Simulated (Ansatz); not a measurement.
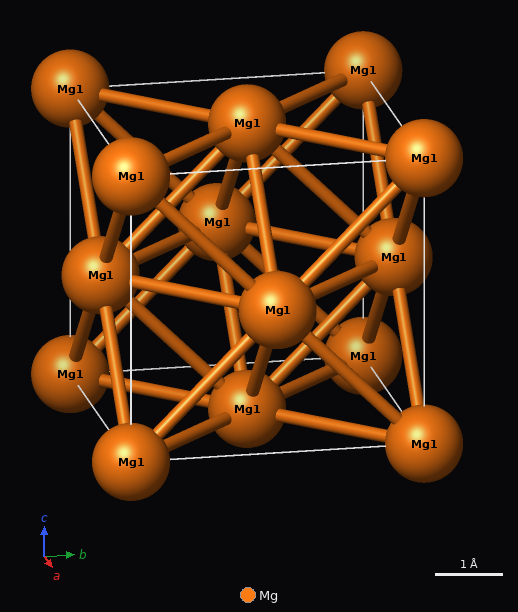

The starting point is a symmetric starting cell of Mg. The picture is a ball-and-stick view of the conventional cell (4 times the calculation's cell), seen from a free direction. Lengths and directions refer to the drawn axes.

Computed with Ansatz 0.2.0, DFT PBE, scalar-relativistic, plane waves, PAW. Settings: plane-wave cutoff 420 eV; k-point mesh 14 × 14 × 14; occupations gaussian; smearing width 0.1 eV; no spin polarisation.

Change: The cell is strained by −2.3 % along c and +6.7 % across it (volume +11.3 %), the atoms keeping their fractional coordinates. No relaxation follows. The starting cell wasn't computed here and needn't be at equilibrium, so pressure and forces aren't due to the change alone.

Question: What does the calculation give for the changed structure?

Answer: Among the bonded contacts that change: Mg–Mg 3.174 → 3.247 to 3.387 Å. The space group (tolerance 0.01 Å) goes from Fm-3m (No. 225) to I4/mmm (No. 139). The pressure is −2.5 GPa (not all of it need come from the change, since the unchanged cell can be under pressure at this level too). The principal stresses (compression positive) are −1.9 GPa along c and −2.8 GPa across it. All forces vanish by symmetry.

The changed structure in the same view:

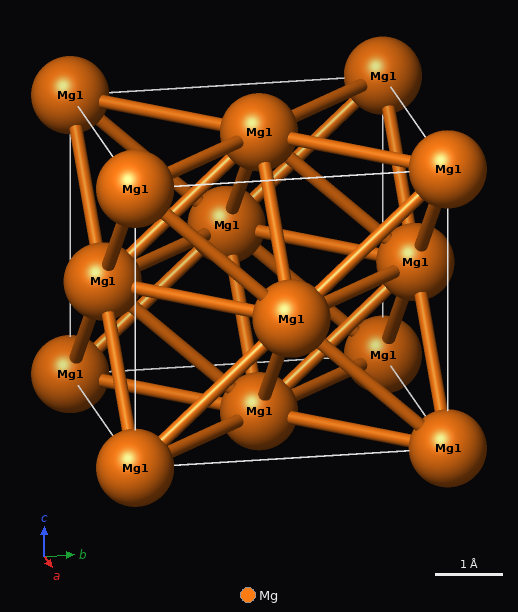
